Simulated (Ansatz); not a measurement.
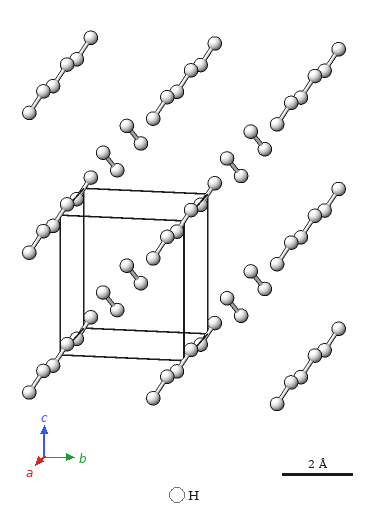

This is the input geometry for a relaxation of crystalline H (built on the database_64 type). The picture is a ball-and-stick view of the cell of the calculation, repeated 2 × 2 × 2 with one cell outlined, seen slightly off an axis.

Case: structure listed in a database for this formula (Cmce, No. 64).

Theory: Ansatz 0.2.0, DFT PBEsol, scalar-relativistic, plane waves, PAW.

Input
```yaml
crystal:
  lattice:
    - [2.6245892384, -2.5647840665, 0.0]
    - [2.6245892384, 2.5647840665, 0.0]
    - [0.0, 0.0, 4.1450387075]
  atoms:
    - { symbol: H, position: [0.9523389665, 0.0476610335, 0.0698941542] }
    - { symbol: H, position: [0.4523389665, 0.5476610335, 0.4301058458] }
    - { symbol: H, position: [0.5476610335, 0.4523389665, 0.5698941542] }
    - { symbol: H, position: [0.0476610335, 0.9523389665, 0.9301058458] }
basis:
  ecutwfc: 420
kpoints:
  mp_grid: { grid: [6, 6, 6] }
hamiltonian:
  xc: pbesol
scf:
  occupations: { method: gaussian, width: 0.02 }
output:
  forces: true
  stress: true
  eigenvalues: true
relax:
  adjacent_minimum: "off"
  f_tol: 0.01
  max_steps: 80
  cell: { stress_tol: 0.05 }
```

> Predict the outcome.

Over 5 accepted moves (6 points after the start) the energy falls by 0.6 meV per cell of the calculation. Largest force component: 0.032 eV/Å at the start, 0.009 eV/Å at the end. The pressure goes from 0.06 to −0.02 GPa. At 1 point the geometry stayed and the basis and grid were re-selected for the new cell (energy shift of 0.1 meV per cell of the calculation at most each time). The largest moves relative to the cell, 0.009 Å, are those of H1, H2, H3 and H4. H3 goes along [3 −3 −2]. Cell: a = b 3.670 → 3.635 Å (−0.9 %), c 4.145 → 4.224 Å (+1.9 %), γ 88.7° → 86.2°. Volume −0.2 %. The space group stays Cmce (No. 64). The run took about 9 core-seconds on a shared host.

The end point in the same view:

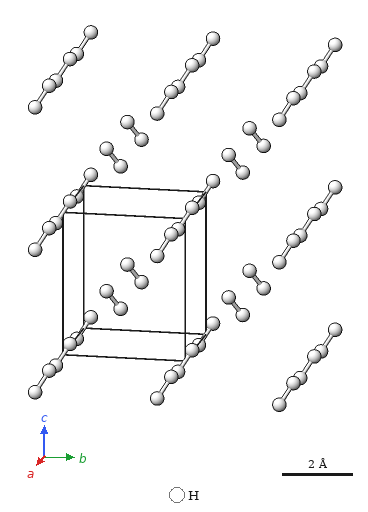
